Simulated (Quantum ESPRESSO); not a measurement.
**SiC (Moissanite 3C): from strain to phonon shift**

Aim: the phonon deformation potentials p and q of SiC (Moissanite 3C), tested on a biaxially strained cell.

Calculated with Quantum ESPRESSO 7.5; DFT LDA, scalar-relativistic, plane waves, GBRV ultrasoft pseudopotentials.

### Step 1. The relaxed structure

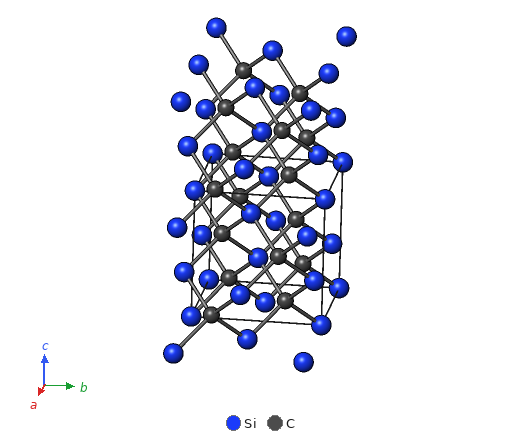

The cell as given, slightly off an axis (silicon blue, carbon dark grey). 2×1×2 cells are drawn. This picture shows the conventional cell, with its axes. Bonds to atoms that aren't drawn are left out. Some periodic images of atoms are drawn too.

This is the cell after its relaxation at this level of theory, not the database cell from which that began.

### Step 2. Uniaxial strain

The relaxed cell is stretched along z alone. This keeps all atoms on sites fixed by symmetry and splits the threefold mode into a singlet, polarised along z, and a doublet. The macroscopic field is left out, so these are transverse modes. Cutoff 55 Ry, k mesh 12×12×12.

From the response at ε_zz = 0.01:

Output:

```text
[banners, grids, parts of the stress and lines that vanish by symmetry left out]
Program PHONON v.7.5
     Reading xml data from directory:

[...]
Exchange-correlation= PZ
                           (   1   1   0   0   0   0   0)
[...]
kinetic-energy cut-off    =      55.0000  Ry
     charge density cut-off    =     440.0000  Ry
     convergence threshold     =      1.0E-18
[...]
Exchange-correlation= PZ
                           (   1   1   0   0   0   0   0)
[...]
q = (   0.0000000   0.0000000   0.0000000 )
      9 Sym.Ops. (with q -> -q+G )
     G cutoff =  376.5624  (  21611 G-vectors)     FFT grid: ( 40, 40, 40)
     G cutoff =  188.2812  (   7671 G-vectors)  smooth grid: ( 27, 27, 27)
     number of k points=   163
[...]
Mode symmetry, D_2d (-42m) point group:
[...]
Representation #   1 mode #   1
[...]
End of self-consistent calculation
     Convergence has been achieved
     Representation #   2 mode #   2
[...]
End of self-consistent calculation
     Convergence has been achieved
     Representation #   3 modes #   3   4
[...]
End of self-consistent calculation
     Convergence has been achieved
     Representation #   4 modes #   5   6
[...]
End of self-consistent calculation
     Convergence has been achieved
[...]
q = (    0.000000000   0.000000000   0.000000000 )
[...]
freq (    1) =      -0.205094 [THz] =      -6.841196 [cm-1]
     freq (    2) =      -0.205094 [THz] =      -6.841196 [cm-1]
     freq (    3) =      -0.194869 [THz] =      -6.500136 [cm-1]
     freq (    4) =      23.644098 [THz] =     788.682200 [cm-1]
     freq (    5) =      23.644098 [THz] =     788.682200 [cm-1]
     freq (    6) =      23.699976 [THz] =     790.546096 [cm-1]
[...]
Mode symmetry, D_2d (-42m) point group:
     freq (   1-   2) =         -6.8  [cm-1]   --> E    X_5  W_3   I+R
     freq (   3-   3) =         -6.5  [cm-1]   --> B_2  X_3  W_2   I+R
     freq (   4-   5) =        788.7  [cm-1]   --> E    X_5  W_3   I+R
     freq (   6-   6) =        790.5  [cm-1]   --> B_2  X_3  W_2   I+R

   JOB DONE.
```

```tsv
ε_zz	singlet (cm⁻¹)	doublet (cm⁻¹)	σ_zz (GPa)	σ_xx (GPa)
-0.01	805.84	808.21	-4.139	-1.570
-0.005	802.17	803.28	-2.107	-0.812
0	798.38	798.38	-0.085	-0.085
0.005	794.51	793.52	1.925	0.611
0.01	790.55	788.68	3.925	1.277
```

Stress is counted positive in tension.

### Step 3. The fit

To first order ω² − ω₀² = p ε_zz + q (ε_xx + ε_yy) for the mode along z, and likewise for x and y. With ε_zz alone the singlet gives p and the doublet q.

The linear terms of parabolas through ω² are p = -1.92 ω₀² and q = -2.45 ω₀², with ω₀ = 798.4 cm⁻¹. Those of the stresses are C11 = 403 GPa and C12 = 142 GPa. Under hydrostatic strain p and q imply γ = −(p + 2q)/(6 ω₀²) = 1.13.

A layer held to an in-plane strain ε and free along z takes ε_zz = −2 (C12/C11) ε = -0.706 ε. To first order the singlet then shifts by (q − p C12/C11) ε / ω₀ = -1413 ε cm⁻¹. For ε = 0.004, ε_zz = -0.00282, the formulas for ω² predict 792.70 cm⁻¹ for the singlet and 794.16 cm⁻¹ for the doublet.

### Step 4. A biaxially strained cell

This run was no part of the fit.

Output:

```text
[banners, grids, parts of the stress and lines that vanish by symmetry left out]
[banner, memory and clock lines left out]
Program PHONON v.7.5

[...]
Exchange-correlation= PZ
                           (   1   1   0   0   0   0   0)
[...]
kinetic-energy cut-off    =      55.0000  Ry
     charge density cut-off    =     440.0000  Ry
     convergence threshold     =      1.0E-18
[...]
Exchange-correlation= PZ
                           (   1   1   0   0   0   0   0)
[...]
q = (   0.0000000   0.0000000   0.0000000 )
      9 Sym.Ops. (with q -> -q+G )
     G cutoff =  373.2600  (  21483 G-vectors)     FFT grid: ( 40, 40, 40)
     G cutoff =  186.6300  (   7615 G-vectors)  smooth grid: ( 27, 27, 27)
     number of k points=   163
[...]
Mode symmetry, D_2d (-42m) point group:
[...]
Representation #   1 mode #   1
[...]
End of self-consistent calculation
     Convergence has been achieved
     Representation #   2 mode #   2
[...]
End of self-consistent calculation
     Convergence has been achieved
     Representation #   3 modes #   3   4
[...]
End of self-consistent calculation
     Convergence has been achieved
     Representation #   4 modes #   5   6
[...]
End of self-consistent calculation
     Convergence has been achieved
[...]
q = (    0.000000000   0.000000000   0.000000000 )
[...]
freq (    1) =      -0.225375 [THz] =      -7.517717 [cm-1]
     freq (    2) =      -0.214299 [THz] =      -7.148248 [cm-1]
     freq (    3) =      -0.214299 [THz] =      -7.148248 [cm-1]
     freq (    4) =      23.766203 [THz] =     792.755213 [cm-1]
     freq (    5) =      23.807258 [THz] =     794.124639 [cm-1]
     freq (    6) =      23.807258 [THz] =     794.124639 [cm-1]
[...]
Mode symmetry, D_2d (-42m) point group:
     freq (   1-   1) =         -7.5  [cm-1]   --> B_2  X_3  W_2   I+R
     freq (   2-   3) =         -7.1  [cm-1]   --> E    X_5  W_3   I+R
     freq (   4-   4) =        792.8  [cm-1]   --> B_2  X_3  W_2   I+R
     freq (   5-   6) =        794.1  [cm-1]   --> E    X_5  W_3   I+R
```

```tsv
mode	predicted (cm⁻¹)	run (cm⁻¹)
singlet	792.70	792.76
doublet	794.16	794.12
```

The stress along z is -0.078 GPa and that in the plane 1.673 GPa; the unstrained cell carries -0.085 GPa.

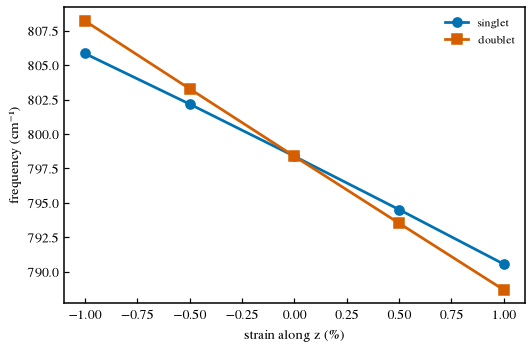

The two components under uniaxial strain.

### Step 5. What came out

| Quantity | Value |
| --- | --- |
| p (in units of the squared frequency) | -1.916 |
| q (same units) | -2.446 |
| shift of the singlet per unit of biaxial strain | -1413 cm⁻¹ |
| C11 and C12 | 403 and 142 GPa |

What this shows: To first order, one per cent of tensile biaxial strain moves the singlet of SiC (Moissanite 3C) by -14.1 cm⁻¹ and the doublet by -10.5 cm⁻¹; the formulas miss the test run by up to 0.06 cm⁻¹. In backscattering from (001) the mode polarised along z is the one seen in diamond and zinc-blende crystals; in a polar crystal it is the LO mode, whose potentials differ somewhat from these. The third potential, r, needs shear strain and a relaxation of the atoms, which was not run. These are harmonic values at zero temperature.

[Host names and launcher messages were left out of these logs when they were recorded.]

[Logs are printed without paths, hosts, clocks, repeated set-up lines and the standing remarks that a program may print on its own settings, such as how far it seeks lower states.]

[Hosts, paths, dates, database ids (printed as entryN), source tags and the programs' standing remarks are cut or masked in the printed files.]
